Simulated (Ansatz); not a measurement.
## Single-point calculation of CoPdO2

The run: single-point calculation of CoPdO2 (R-3m, 4 atoms in the cell). Method and program: DFT PBEsol, scalar-relativistic, plane waves, PAW, no spin polarisation (Ansatz 0.2.0).

The structure derives from an entry of the Crystallography Open Database.

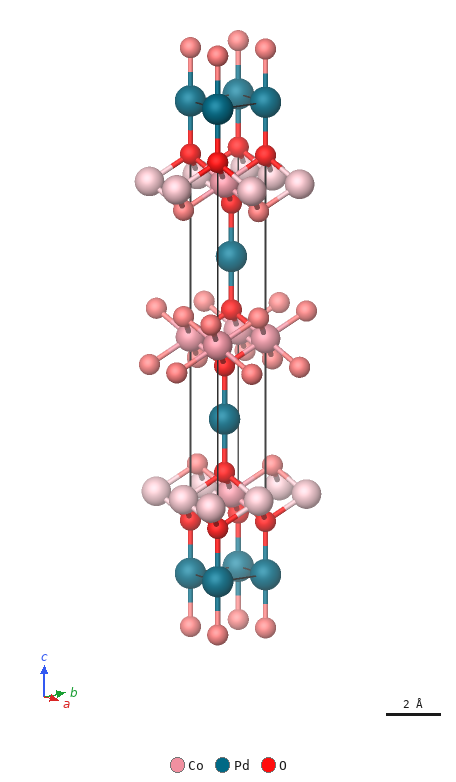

Fig. 1: The input geometry (ball-and-stick view of the cell 3 times as large as that of the calculation, set on its symmetry axes, seen slightly off an axis; neighbours outside the cell are drawn fainter). An atom can appear more than once, as a periodic image.

Input file
```yaml
crystal:
  lattice:
    - [1.4074670527, 0.8126014817, 5.8741620459]
    - [-1.4074670527, 0.8126014817, 5.8741620459]
    - [0.0, -1.6252029635, 5.8741620459]
  atoms:
    - { symbol: Co, position: [0.5, 0.5, 0.5] }
    - { symbol: Pd, position: [0.0, 0.0, 0.0] }
    - { symbol: O, position: [0.1125747499, 0.1125747499, 0.1125747499] }
    - { symbol: O, position: [0.8874252501, 0.8874252501, 0.8874252501] }
basis:
  ecutwfc: 420
kpoints:
  mp_grid: { grid: [12, 12, 12] }
hamiltonian:
  xc: pbesol
scf:
  occupations: { method: gaussian, width: 0.15 }
output:
  forces: true
  stress: true
  eigenvalues: true
  write_density: true
  write_potential: true
  elf: true
  volumetric_format: npy
```

Run as:
```bash
ansatz run input.yaml --threads 2 --pin off --max-ram 5120MiB --backend cpu --events-out ev --progress --plain --runs-dir out
```

Output
```
basis.fft_grid_basis auto: the FFT boxes are laid along the combinations [[1, -1, 0], [0, 1, 0], [0, -1, 1]] of the cell's own vectors, 2.815, 6.095 and 2.815 Å long. The dense box has 20×45×20 points. Along the cell's own vectors, as sized, it would have 45×45×45, 5.06 times as many. Of the 12 symmetry operations that the crystal satisfies within crystal.symmetry.tolerance (time reversal apart; of a slab, those that keep its plane) the dense box along the cell's own vectors carries 12, and the one as laid loses 8 of those. basis.fft_grid_basis: typed keeps the cell's own vectors: state it where this run's energies or levels are differenced outside the engine with another run's, or held beside a run that keeps those vectors. Those combinations have planes normal to reciprocal vector 3, as the cell's own vectors have. Each planar average written beside output.write_density, output.write_potential has a row for each plane of the box: 20. The volumetric files lie along those combinations, not along the cell's own vectors: a cube or XSF file states them, and fields.json those of NumPy files.
Engine: ansatz 0.2.0, x86_64-unknown-linux-gnu
Pseudopotentials: kind: paw
Pseudopotential: Co, paw, valence charge 17, recommended cutoff 420 eV (normal), Co.paw.azcp
Pseudopotential: Pd, paw, valence charge 18, recommended cutoff 420 eV (normal), Pd.paw.azcp
Pseudopotential: O, paw, valence charge 6, recommended cutoff 420 eV (normal), O.paw.azcp
Functional definition: PBEsol
  exchange = pbesol_x
  correlation = pbesol_c
Crystal: 4 atoms, lattice volume = 40.310 Å³
Basis set: ecut = 420 eV, 793 PW (Γ), FFT grids on a1−a2, a2, −a2+a3, exchange–correlation on 40×90×40 points (8 copies of the dense FFT grid, shifted against one another)
Bands: 29, of which v1, the nominal top of the filled ones, is band 24 counted from 1 (23 counted from 0)
Symmetry: 12 space group operations
Space group: R-3m (ITA 166), of the structure as read, at distance tolerance 3.4e-5 Å
k-points: 189 of 1728
Non-local potential: Co, projectors of the file, l = 0: 3, l = 1: 2, l = 2: 3, l = 3: 1
Non-local potential: Pd, projectors of the file, l = 0: 2, l = 1: 2, l = 2: 2, l = 3: 1
Non-local potential: O, projectors of the file, l = 0: 2, l = 1: 2, l = 2: 1
PAW form: soft (Blöchl's): semilocal exchange-correlation on the pseudo side does not see the compensation charge
PAW frozen core: Co, regenerated for the run's functional, and the local potential with it (the file was generated under x = pbe(κ = 0.804, μ = 0.2195149727645171), c = pbe(β = 0.06672455060314922))
PAW frozen core: Pd, regenerated for the run's functional, and the local potential with it (the file was generated under x = pbe(κ = 0.804, μ = 0.2195149727645171), c = pbe(β = 0.06672455060314922))
PAW frozen core: O, regenerated for the run's functional, and the local potential with it (the file was generated under x = pbe(κ = 0.804, μ = 0.2195149727645171), c = pbe(β = 0.06672455060314922))
PAW one-centre angular grid: Co, 590 points (default); XC on 64 Gauss nodes
PAW one-centre angular grid: Pd, 590 points (default); XC on 64 Gauss nodes
PAW one-centre angular grid: O, 110 points (default); XC on 64 Gauss nodes
Initial density: superposition of atomic densities (neutral atoms: chi_scale 0, normalization atom), corrected by the library's trained network
Initial wavefunctions: pseudopotential atomic-orbital guess
Functional: x = pbesol(κ = 0.804, μ = 0.12345679012345678), c = pbesol(β = 0.046)
SCF iter   1: F=—  HF=-13119.884331 eV  |F-HF|=—  |Δ(HF+E_count)|=         —  Δρ=2.04e-2  dr2=1.61e-1  ethr=1.77e-3  ⟨swp⟩=5.5  Hψ=21474  notcnv=0
preconditioner: auto → Kerker (q_TF=auto, 2.799 Å⁻¹)  [metal: Δε(μ)=0.020 eV  Ē_g=10.698 eV  σ=0.150 eV  W_gap=0.08  n_scr=16 (ndim 8)  ℏωp=32.6 eV  f_vac=0.007  D(μ)=1.36/eV (n_scr^D=4)]
SCF iter   2: F=—  HF=-13119.858089 eV  |F-HF|=—  |Δ(HF+E_count)|=   2.62e-2  Δρ=9.53e-3  dr2=4.55e-2  ethr=3.42e-4  ⟨swp⟩=1.1  Hψ=7010  notcnv=0
SCF iter   3: F=—  HF=-13119.851999 eV  |F-HF|=—  |Δ(HF+E_count)|=   6.09e-3  Δρ=1.61e-3  dr2=2.66e-3  ethr=9.68e-5  ⟨swp⟩=1.9  Hψ=6619  notcnv=0
SCF iter   4: F=—  HF=-13119.851778 eV  |F-HF|=—  |Δ(HF+E_count)|=   2.21e-4  Δρ=6.83e-4  dr2=7.73e-4  ethr=5.66e-6  ⟨swp⟩=1.0  Hψ=5340  notcnv=0
SCF iter   5: F=—  HF=-13119.851696 eV  |F-HF|=—  |Δ(HF+E_count)|=   8.21e-5  Δρ=2.80e-4  dr2=6.44e-5  ethr=1.64e-6  ⟨swp⟩=1.0  Hψ=5317  notcnv=0
SCF iter   6: F=—  HF=-13119.851648 eV  |F-HF|=—  |Δ(HF+E_count)|=   4.85e-5  Δρ=1.62e-4  dr2=2.07e-5  ethr=1.37e-7  ⟨swp⟩=2.4  Hψ=8496  notcnv=0
SCF iter   7: F=—  HF=-13119.851645 eV  |F-HF|=—  |Δ(HF+E_count)|=   2.18e-6  Δρ=4.21e-5  dr2=1.37e-6  ethr=4.40e-8  ⟨swp⟩=1.0  Hψ=5318  notcnv=0
SCF iter   8: F=-13119.851645 eV  HF=-13119.851645 eV  |F-HF|=2.27e-10  |Δ(HF+E_count)|=   1.58e-7  Δρ=1.47e-5  dr2=3.18e-8  ethr=2.13e-10  ⟨swp⟩=10.6  Hψ=37587  notcnv=0
SCF 1 converged in 8 iterations: F = -13119.851645 eV  dr2 = 3.18e-8
  greatest PAW one-centre occupation: 1.000 electrons in one spin orbital (limit 2), on the Co atom at site 0 (counted from 0), in its partial waves of l = 1
```

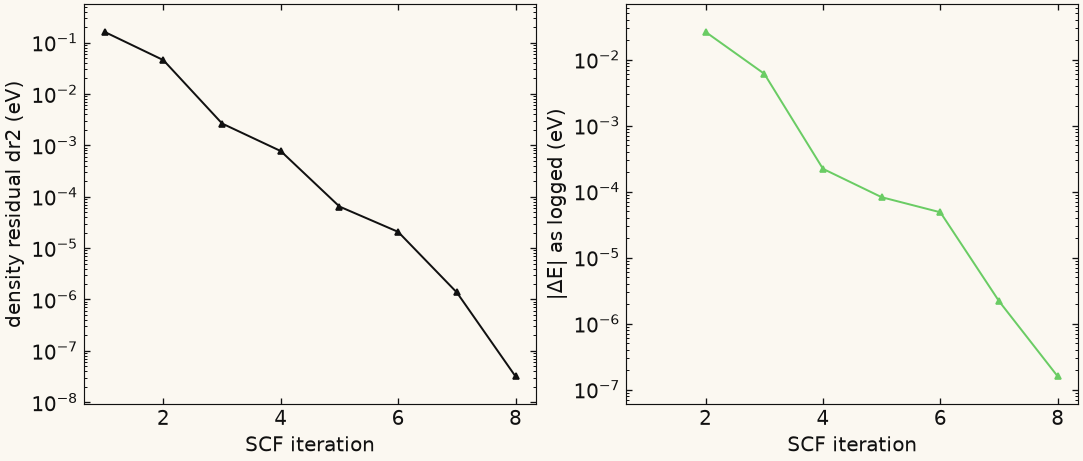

Fig. 2: Convergence of the self-consistent field: density residual dr2 and size of the energy change against the SCF iteration. The residual falls at every step.

```
SCF converged after 8 iterations
Free energy (F): -13119.851645 eV
Harris-Foulkes:  -13119.851645 eV  (|F-HF|=2.27e-10)
Internal energy: -13119.836327 eV  (E = F + TS)
E sigma→0 (E₀):  -13119.843986 eV
Entropy (-TS):   -0.015319 eV (-3.830 meV/atom)
Fermi energy:    15.260593 eV
--- Per-component energies (eV) ---
  E_band       = -478.610211
  E_kinetic    = 1313.715007
  E_local      = -5954.807170  (includes V_loc(G=0)·N_el)
  E_nonlocal   = 772.895546
  E_hartree    = 2436.113667
  E_xc         = -469.446944
  E_vxc        = -600.578828  (∫ρ·V_xc dr)
  E_paw        = -5469.210451  (= ΣΔE_a)
  E_vpaw       = -882.065396  (= ΣTr[D̂ρ^β])
  E_aug_tail   = 0.004948  (compensation charges beyond the density's cutoff)
  E_ewald      = -5749.662450
  E_core_change = 0.561519  (= ΣΔE_core)
  E_smearing   = -0.015319  (= −TS)
  E_closure    = 0.000000  (closes the sum)
  Σ components = -13119.851645   (vs F -13119.851645, Δ=0.00e0)
--- Forces (eV/Å), atoms counted from 1 ---
  atom   1  Co     0.00000000     0.00000000    -0.00000000
  atom   2  Pd     0.00000000     0.00000000     0.00000000
  atom   3  O     -0.00000000    -0.00000000     0.02141403
  atom   4  O      0.00000000     0.00000000    -0.02141403
  max |Σ_I F_I| component: 9.25e-18 eV/Å
--- Stress (GPa, compression-positive) ---
        0.123696       0.000000       0.000000
        0.000000       0.123696      -0.000000
        0.000000      -0.000000       0.601923
  P = ⅓ Tr σ = 0.2831 GPa (2.831 kbar)
--- Band table (eV; the first three rows and the last of 189) ---
  k-point 0: bands = ["-80.0140", "-69.3291", "-43.4423", "-43.4423", "-43.3810", "-35.4521", "-34.7630", "-34.7630", "-6.0677", "-4.0109", "6.2527", "8.7972", "8.7972", "9.8381", "11.0866", "12.2424", "12.2424", "12.4862", "12.4862", "13.4364", "13.4364", "13.6878", "13.6878", "14.2072", "17.3495", "17.3495", "18.1824", "21.4424", "24.6506"]
  k-point 1: bands = ["-80.0134", "-69.3273", "-43.4479", "-43.4436", "-43.3801", "-35.4501", "-34.7794", "-34.7670", "-5.9812", "-4.0063", "6.3469", "8.5879", "8.8411", "9.9791", "11.2789", "11.8001", "11.9741", "12.4265", "12.6331", "13.3346", "13.4418", "13.7748", "13.8927", "14.2365", "17.1625", "17.2835", "18.2989", "21.8107", "24.8446"]
  k-point 2: bands = ["-80.0120", "-69.3225", "-43.4633", "-43.4473", "-43.3777", "-35.4446", "-34.8244", "-34.7781", "-5.7358", "-3.9964", "6.6069", "8.1797", "8.9616", "10.1227", "11.0582", "11.4874", "11.6152", "12.3168", "13.0029", "13.0234", "13.4270", "13.9034", "14.2667", "14.3352", "16.7779", "17.1221", "18.5430", "22.7089", "25.3813"]
  k-point 188: bands = ["-80.0140", "-69.3291", "-43.4423", "-43.4423", "-43.3810", "-35.4522", "-34.7630", "-34.7630", "-5.8945", "-4.2991", "7.5006", "8.9025", "8.9025", "9.1783", "9.8744", "11.5978", "11.5978", "12.4957", "12.4957", "13.5734", "13.5734", "14.3802", "14.3802", "14.7211", "17.0317", "17.0317", "19.3555", "20.3770", "24.3520"]
```

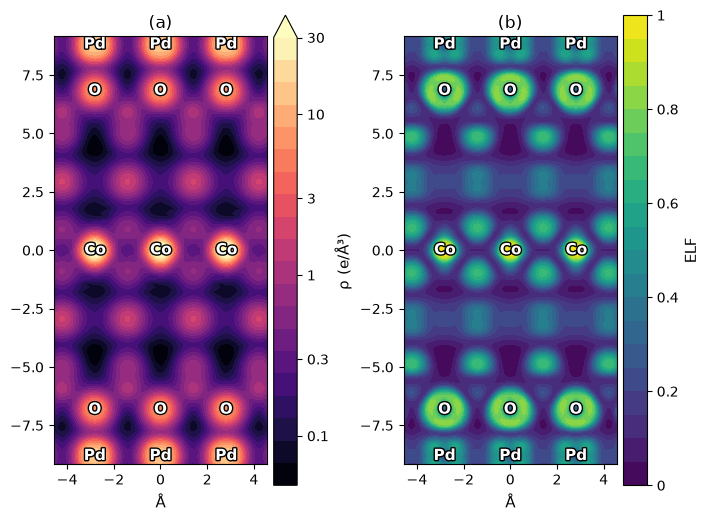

Fig. 3: (a) valence pseudo-density; (b) ELF on the (100) plane of the conventional cell. Atoms in the plane: Co, Pd and O. Pd–O (1.98 Å): ρ at the midpoint is about 0.81 e/Å³; the ELF is about 0.15 at the midpoint; no shared pair; the contact is polar. Away from the nuclei the density in this plane falls to 0.05 e/Å³ at its lowest. The strong features right at Co and Pd lie inside the PAW spheres (semicore, d or f shells) and say nothing about bonding. In a PAW calculation such maps are meaningful between the atoms, not at the nuclei.

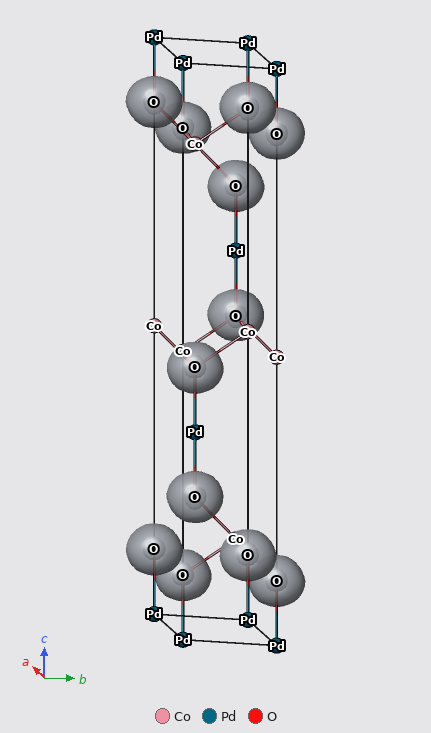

Fig. 4: Isosurface of the electron localisation function at 0.65 (grey), seen at an oblique angle. Only the valence region is drawn (cores and ρ < 0.01 e/Å³ removed). Sticks mark near contacts. The outline is the cell set on symmetry axes. Along the contacts the grid gives the following. Co–O (1.88 Å): the ELF is about 0.20 at the midpoint (a polar contact without a shared pair, in a metal). Pd–O (1.98 Å): the ELF is about 0.15 at the midpoint; no shared pair; the contact is polar.

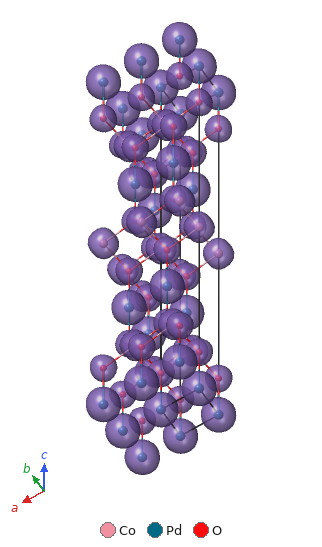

Fig. 5: Isosurface of the valence electron density at 1.5 e/Å³ (purple), seen at an oblique angle. Sticks mark near contacts. The outline is the cell set on symmetry axes. At this value the density breaks into separate islands; it holds about 70 % of the electrons treated as valence (semicore included). It is pinched off along the Co–O (1.88 Å) and Pd–O (1.98 Å) contacts. On the grid the lowest density along these lines, outside the cores, is 0.78 e/Å³ (Co–O, 1.88 Å) and 0.8 e/Å³ (Pd–O, 1.98 Å).

Key numbers

| quantity | value |
| --- | --- |
| outcome | converged |
| space group (tolerance 0.01 Å) | R-3m (166) |
| electrons treated | 47 |
| free energy | −13119.8516 eV |
| Fermi energy | 15.261 eV |
| gap on the k-point mesh | none (metallic) |
| pressure | 0.28 GPa |
| largest force (length of the vector) | 0.021 eV/Å |
| hardware | 2 threads of Intel Xeon @ 2.50GHz (Skylake/Cascade Lake), 189 GiB of memory available, shared host |
| wall time | 16 s (CPU time 30 s) |
| peak memory | 0.49 GiB |

The run has no spin polarisation, so a magnetic state may lie lower.
